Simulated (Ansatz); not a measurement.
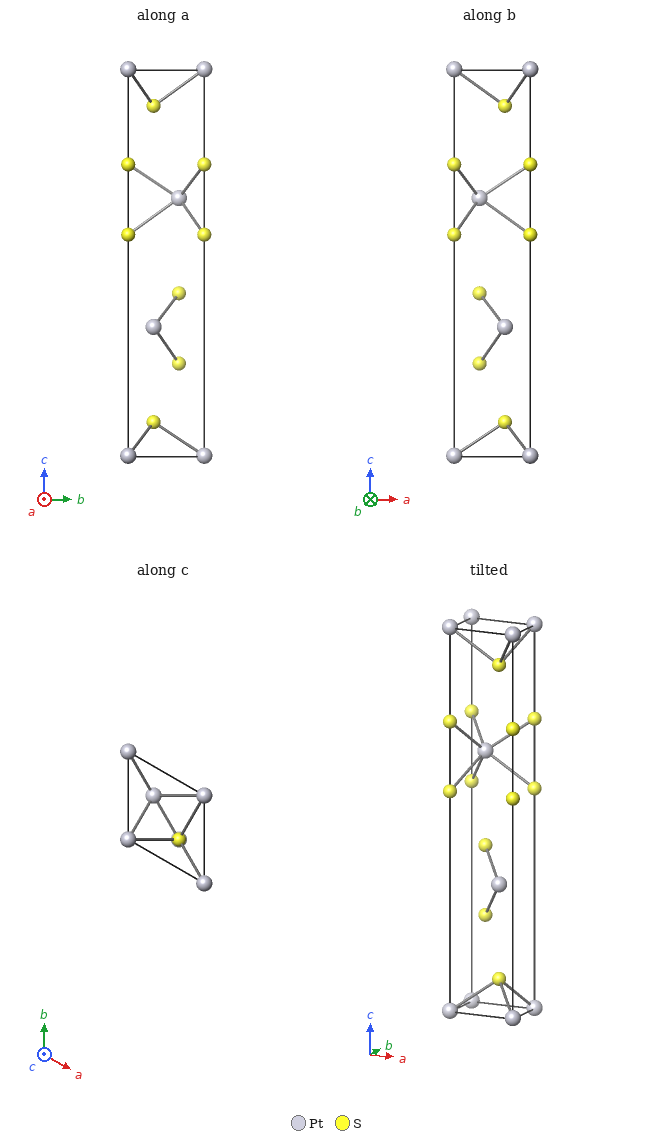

Ball-and-stick drawing of the structure, looking along the a axis, along the b axis, along the c axis and slightly off an axis. The box is the conventional unit cell; atoms on or close to its faces, edges and corners are drawn wherever they repeat.

Lattice parameters: a = 3.478 Å, b = 3.478 Å, c = 15.307 Å, α = 90.00°, β = 90.00°, γ = 120.00°. Put a along x and b in the xy plane.

### Give the structure in the form of a POSCAR file, with free fractional coordinates to two decimals.

```
Pt S
1.0
     3.478    0.000    0.000
    -1.739    3.012    0.000
     0.000    0.000   15.307
Pt S
3 6
Direct
  0.00 0.00 0.00
  0.6667 0.3333 0.34
  0.3333 0.6667 0.67
  0.3333 0.6667 0.24
  0.6667 0.3333 0.09
  0.00 0.00 0.57
  0.3333 0.6667 0.42
  0.6667 0.3333 0.91
  0.00 0.00 0.76
```

The cell started as a structure type filled with these elements by a generator (whether the compound takes this form wasn't checked). Earlier steps of the study, as a rule a relaxation of our own, may have changed the cell and positions, so they can lie some per cent off the listed ones. A calculation with Ansatz used it as input.
